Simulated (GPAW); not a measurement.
System: BaF₂ (space group Fm-3m).

Computed with GPAW 26.7.0: PAW DFT in plane waves, on a grid or in atomic orbitals, no spin polarisation; energies at scaled volumes of the given cell, shape and fractions fixed, counted from the fit's minimum, third-order Birch-Murnaghan fit. All runs: no spin polarisation.

```csv
setting,value
k mesh,6×6×6
occupations,Fermi–Dirac
smearing width,0.05 eV
wave cutoff,800 eV
```

Settings that differ: PBEsol: potentials PAW-data-sets-made-by gpaw-setup-for-the-functional; LDA: potentials GPAW-PAW-data-sets-(gpaw-data-1.2.1).

What does the calculation give for the energy against volume, with one curve for each functional? The cases: PBEsol; LDA.

The fitted equilibrium volumes, smallest first, are LDA 18.717, PBEsol 19.562 Å³/atom. The fitted bulk moduli, smallest first, are PBEsol 61.3, LDA 73.6 GPa.

PBEsol:
```
volume (Å³/atom)  energy (meV/atom)
           18.67               8.61
           19.07               2.59
           19.46               0.03
           19.86               0.86
           20.26               4.43
           20.66              10.37
           21.05              18.52
```

LDA:
```
volume (Å³/atom)  energy (meV/atom)
           18.67               0.01
           19.07               1.50
           19.46               6.22
           19.86              14.14
           20.26              24.59
           20.66              37.20
           21.05              51.85
```

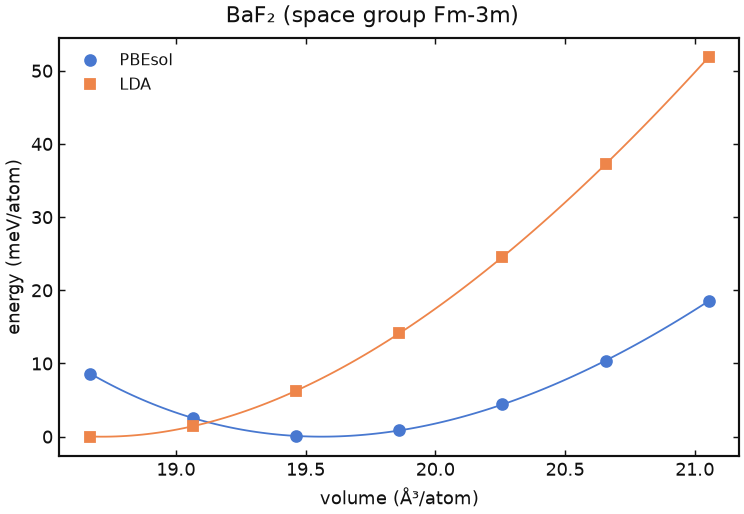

Keep in mind: the fit and the printed pressures don't fully agree, or the minimum lies near the end of the range (LDA).
